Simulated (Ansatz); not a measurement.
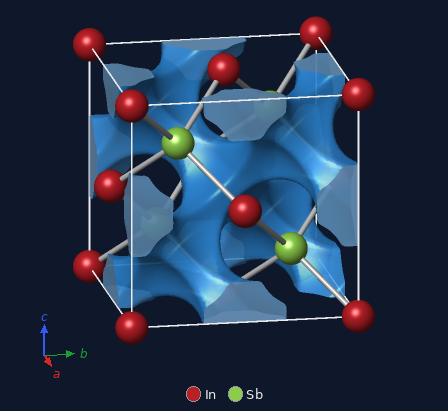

The blue surface encloses the points that the centre of a probe sphere of radius 0.65 Å can occupy in InSb (F-43m, No. 216), computed on a grid of about 0.14 Å (1×1×1 cells shown, view slightly off an axis; pale faces close the region where the box cuts it).

Hard-sphere model; covalent radii (Cordero): In 1.42 Å, Sb 1.39 Å.

The cell is taken from a calculation's input that goes back to an entry of the Crystallography Open Database (an earlier step may have relaxed or displaced it).

Space group F-43m (No. 216). a = 6.500 Å, b = 6.500 Å, c = 6.500 Å, α = 90.00°, β = 90.00°, γ = 90.00°
```csv
atom,site,symmetry,x,y,z
In,4a,-43m,0.0000,0.0000,0.0000
Sb,4c,-43m,0.2500,0.7500,0.7500
```

### Describe the connectivity of the accessible space.

Where they connect, they form a three-dimensional network.

### What share of the cell can the probe's centre reach?

About 22 % of the volume (61 Å³ of 274.6 Å³).

### Give the largest included and the largest free sphere.

The largest sphere that fits anywhere has a diameter of 2.85 Å; the largest that can travel through the crystal, about 2.5 Å.

### How does the connectivity change as the probe shrinks?

Below a radius of about 1.23 Å the space forms a three-dimensional network. These are grid estimates, good to about 0.05 Å.
